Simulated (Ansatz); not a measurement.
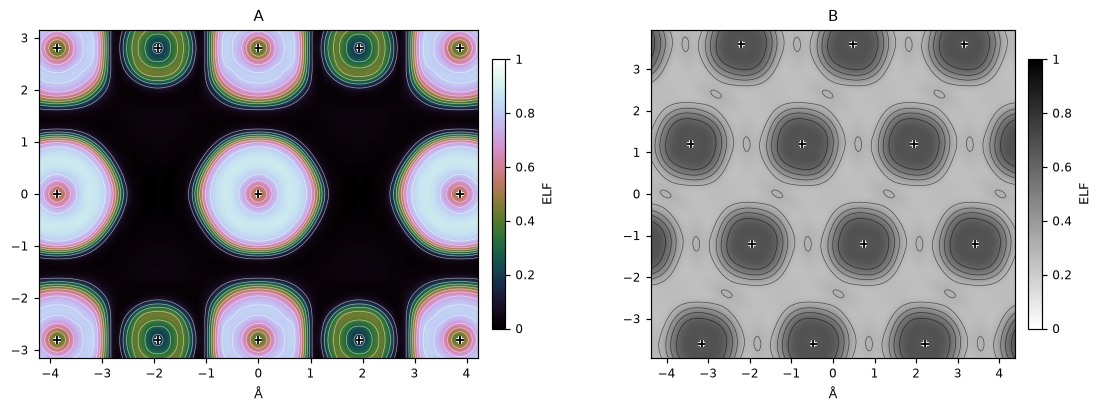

The ELF of 2 systems, each on a plane through atoms (crosses mark nuclei in the plane).

All numbers below come from DFT PBEsol, scalar-relativistic, plane waves, PAW in Ansatz 0.2.0.

System 1: KMgF$_{3}$, the (101) plane of the conventional cell. Space group P4/mmm; a structure from a database of computed crystals, not necessarily the ambient phase; changed on purpose from its base cell (biaxial strain in the a-b plane, c and atoms relaxed: -3.0 %); computed pressure about 4 GPa in this cell.

```
CELL_PARAMETERS angstrom
3.87152 0.00000 0.00000
0.00000 3.87152 0.00000
0.00000 0.00000 4.06638
ATOMIC_POSITIONS crystal
K 0.50000 0.50000 0.50000
Mg 0.00000 0.00000 0.00000
F 0.00000 0.50000 0.00000
F 0.00000 0.00000 0.50000
F 0.50000 0.00000 0.00000
```

System 2: Pt, the (001) plane of the conventional cell. Space group P-1; changed on purpose from its base cell (all atoms moved at random, cell strained at random); computed pressure about 13 GPa in this cell.

```
Pt
1.0
     1.86254   -1.93072   -0.05602
     1.87489    0.06838    1.92435
    -0.05330   -1.92800    1.90927
Pt
1
Direct
  0.00000 0.00000 0.00000
```

Which map belongs to which system?

Panel A is system 1, KMgF$_{3}$: the plane holds K, Mg and F. Mg–F (1.94 Å): the ELF peaks at about 0.80 in the valence shell of F, 0.6 Å from its nucleus, and is about 0.25 at the midpoint; a closed-shell, largely ionic contact. Panel B is system 2, Pt: the plane holds Pt. Pt–Pt (2.69 Å): the ELF is about 0.30 at the midpoint (no localised pair shows between them).
